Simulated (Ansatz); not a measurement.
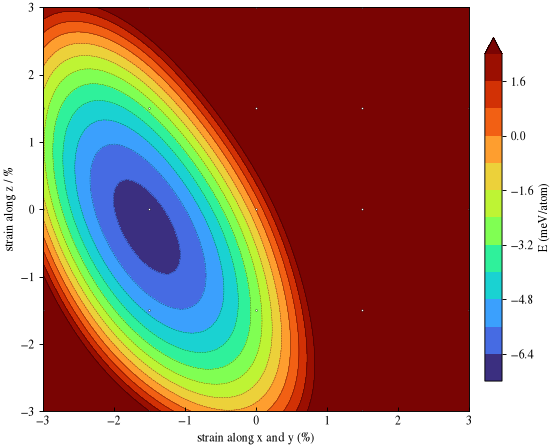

TiSi (Cmmm, No. 65; 2 atoms in the cell). The cell is strained homogeneously, by one strain along x and y and another along z, with fractional coordinates fixed (x along [1 0 0], z along [0 0 1] of the conventional cell). First axis: strain along x and y. Second axis: strain along z. The grid has 5 × 5 points. Points are written as (first, second). All energies are given in meV/atom relative to the unstrained cell. The reference cell is the one listed in the database, not relaxed at this level. Method: DFT PBEsol, scalar-relativistic, plane waves, PAW in Ansatz 0.2.0. Settings: cutoff 420 eV, k-mesh 18×18×12 in the order of the run's cell vectors, gaussian smearing 0.15 eV, no spin polarisation.

The picture shows filled contours, dots at the grid points, one colour for all values above the top of the scale. Between grid points the surface is interpolated.

> Estimate the clamped-ion elastic constants that this map fixes.

With the cell volume of 29.3 Å³, the curvatures of the interpolated surface at its minimum give C₁₁ + C₂₂ + 2C₁₂ ≈ 600 GPa, C₃₃ ≈ 270 GPa and C₁₃ + C₂₃ ≈ 220 GPa (clamped ions, Cartesian axes of the cell). A stretch of 1 % along z with free sides (kept equal in x and y) would change the in-plane lengths by about −0.37 %.
